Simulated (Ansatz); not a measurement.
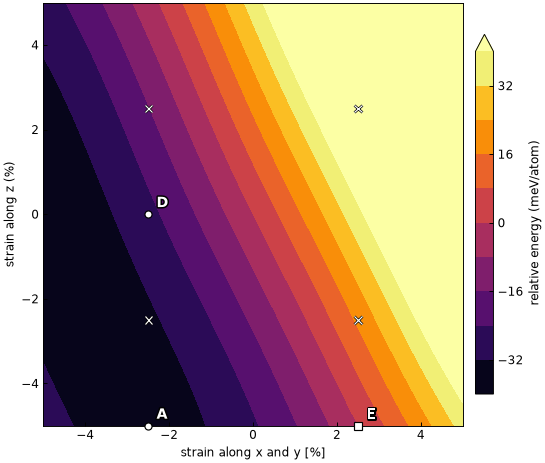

Tl (Fm-3m, No. 225; 1 atom in the cell). The cell is strained homogeneously, by one strain along x and y and another along z, with fractional coordinates fixed (x, y and z along the cube axes). The first coordinate is: strain along x and y; the second: strain along z. The grid has 5 × 5 points. At 4 points there is no value. Points are written as (first, second). Energies: meV/atom, counted from the unstrained cell. The reference cell is the one listed in the database, not relaxed at this level. These are results of DFT LDA, scalar-relativistic, plane waves, PAW in Ansatz, not measurements. Settings: cutoff 420 eV, k-mesh 16×16×16, gaussian smearing 0.15 eV, no spin polarisation.

Drawn: filled contours, crosses at grid points without a value, one colour for all values above the top of the scale, lettered points. Between grid points the surface is interpolated.

Is A the lowest point of the computed grid?

Answer. No. A lies 0.9 meV/atom above the lowest grid point, which is at (−5.0 %, 0.0 %).

Rank the lettered points by energy, lowest first.

Answer. A (−36 meV/atom), D (−26 meV/atom), E (0 meV/atom).
